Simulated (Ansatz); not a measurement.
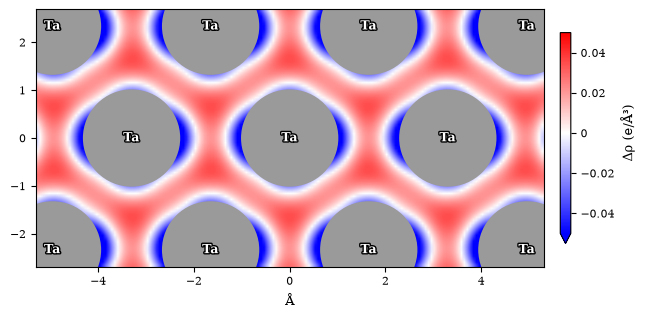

*Ta. Deformation density (self-consistent density less superposed neutral spherical atoms): a map on the (11̄0) plane of the conventional cell, with grey discs over the atomic cores. Cores are masked to 1.0 Å (Ta).*

Space group Im-3m; the calculation finds a residual pressure of about −4 GPa at this fixed cell.

Computed with Ansatz, DFT PBEsol, scalar-relativistic, plane waves, PAW.

Core electrons are frozen (PAW), so the fields are smoothed inside the atomic spheres.

What does the deformation density say about the bonding?

Answer. Ta–Ta (2.86 Å): Δρ is +0.02 e/Å³ at the midpoint.
- Over the whole cell, outside the masked cores, the largest gain, 0.04 e/Å³, lies 1.8 Å from a tantalum nucleus, and the largest loss lies at the edge of the masked core of Ta.
- In all about 0.25 e an atom is rearranged against the free atoms.

The run took 19 s on 1 thread of Arm Neoverse N1, with other jobs on the host, peak memory 0.33 GiB.
